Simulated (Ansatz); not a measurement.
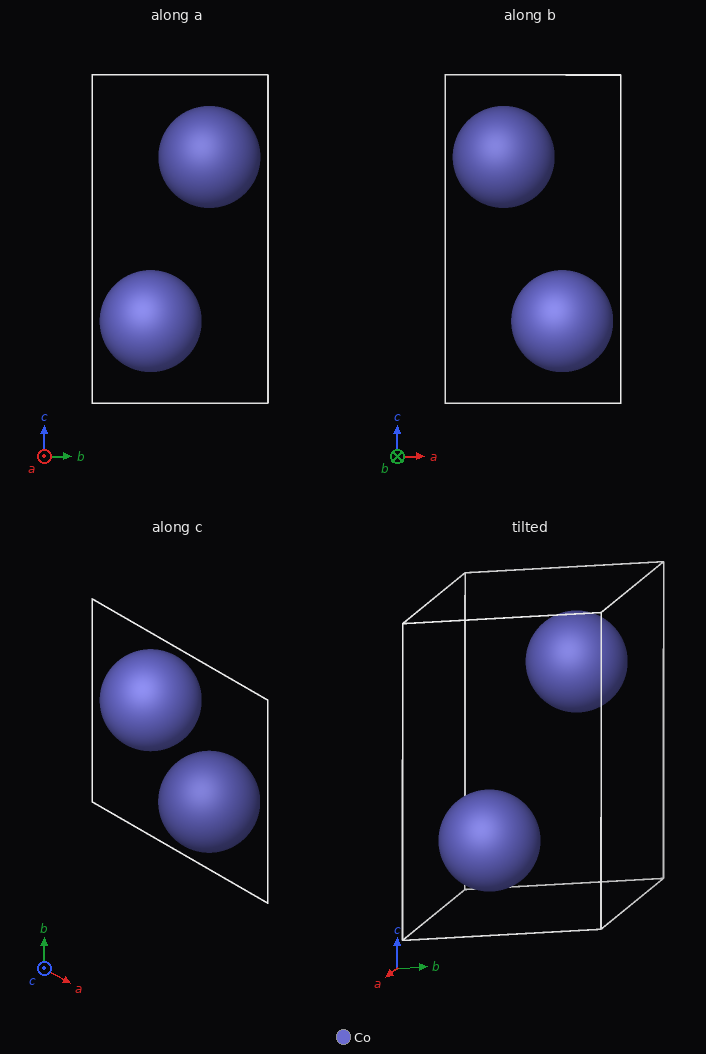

This spheres-only model is shown along the a axis, along the b axis, along the c axis and slightly off an axis. The unit cell is drawn as a box.

Lattice parameters: a = 2.4590 Å, b = 2.4607 Å, c = 3.9790 Å, α = 89.964°, β = 90.072°, γ = 119.977°.

Reconstruct the structure as a CIF in P1 with every atom of the cell.

```cif
data_structure
_symmetry_space_group_name_H-M 'P 1'
_symmetry_Int_Tables_number 1
_cell_length_a 2.4590
_cell_length_b 2.4607
_cell_length_c 3.9790
_cell_angle_alpha 89.964
_cell_angle_beta 90.072
_cell_angle_gamma 119.977
_cell_volume 20.85
loop_
_atom_site_label
_atom_site_type_symbol
_atom_site_fract_x
_atom_site_fract_y
_atom_site_fract_z
_atom_site_occupancy
Co1 Co 0.3330 0.6670 0.7500 1
Co2 Co 0.6660 0.3330 0.2500 1
```

Starting structure: a structure type filled with this element by a generator (whether the element takes this form wasn't checked). Earlier steps of the study may have refined or changed the cell and positions. It was run through Ansatz as a DFT input.

At this level of theory the cell isn't at rest (compressed, at 10 GPa), so its distances can differ from those at equilibrium, the more so the softer the solid.
